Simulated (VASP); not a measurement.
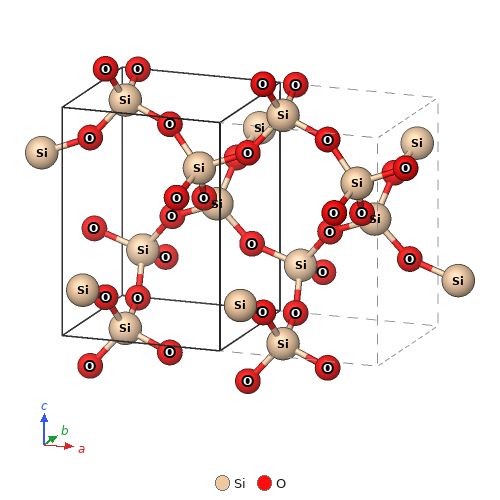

SiO2 (space group P4_12_12, No. 92): the end point of a relaxation with VASP Kohn-Sham DFT of a periodic cell, revPBE, VASP PAW PBE potentials, recommended (VASP).

Bonds are taken as O–Si below 1.8 Å. The graph is simplified in the usual way: terminal and isolated atoms are pruned, two-connected atoms become edges.

What kind of net remains, and which atoms are its nodes?

A uninodal 4-connected, three-periodic net: Si is a 4-connected node. O becomes part of the edges.

Which named net is it?

It is the dia net, known from diamond, zinc blende and cristobalite.

Is the net interpenetrated?

It is a single net, without interpenetration.

How many nodes does the smallest cycle have?

Six.

Give the point symbol of each node (shortest cycle at each angle).

Si: 6⁶.

The simplified net, drawn on the atoms' positions. Nodes are coloured by element. Edges to nodes outside the piece are drawn as stubs.

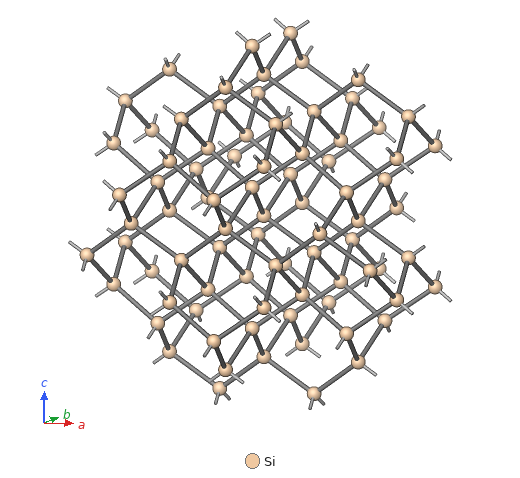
